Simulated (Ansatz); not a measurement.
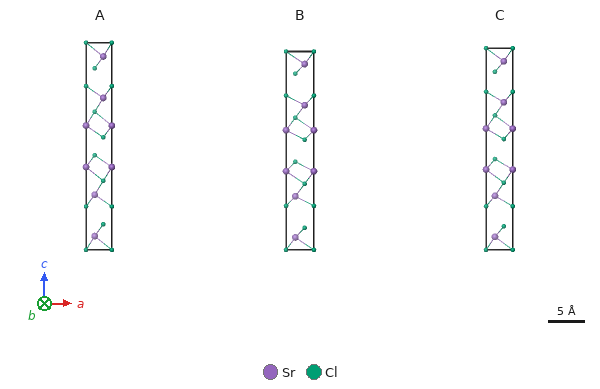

3 geometries from one relaxation of crystalline Sr₂Cl₃ (built on the tetradymite_166 type) (coarse preliminary run), in shuffled order. A ball-and-stick model of the conventional cell (3 times the calculation's cell), seen along the b axis. Lengths and directions refer to the drawn axes.

Case: tetradymite type (R-3m, No. 166).

Method: DFT PBE, scalar-relativistic, plane waves, PAW (Ansatz). Settings: plane-wave cutoff 420 eV; k-point mesh 6 × 6 × 6; occupations gaussian; smearing width 0.1 eV; no spin polarisation; cell and atoms relaxed; force threshold 0.04 eV/Å; at most 70 steps.

> Order the frames from highest to lowest energy.

A, C, B. They are steps 0, 1, 4, at +74.3 meV per atom, +19.5 meV per atom relative to the last. The energy falls by 74.3 meV per atom in 3 accepted moves (4 points after the start). Largest force component: 0.69 eV/Å at the start, 0.016 eV/Å at the end. The pressure goes from 0.79 to 0.11 GPa. The SCF was repeated once at an unchanged geometry on a basis and grid sized afresh for the cell, which shifted the energy by 0.2 meV per atom at most. The largest moves relative to the cell, 0.35 Å, are those of Cl atoms. Largest moves by element: Cl 0.35 Å, Sr 0.10 Å. The drawn cell changes as follows: a = b 4.164 → 4.499 Å (+8.1 %), c 28.952 → 27.712 Å (−4.3 %); the volume changes by +11.8 %. Some distances before and after: Cl–Sr 3.083 → 3.131 Å. Bond angles that change, for instance: Cl–Sr–Cl 91.0° → 100.8°, Sr–Cl–Sr 91.0° → 100.8°, Cl–Sr–Cl 91.9° → 83.5°. The space group stays R-3m (No. 166). The run took 20 s on 1 thread of Intel(R) Xeon(R) 6975P-C (Granite Rapids) (shared host), peak memory 0.49 GiB.

Limits of the set-up: an odd number of electrons was run without spin polarisation, which fails if the electron would localise.
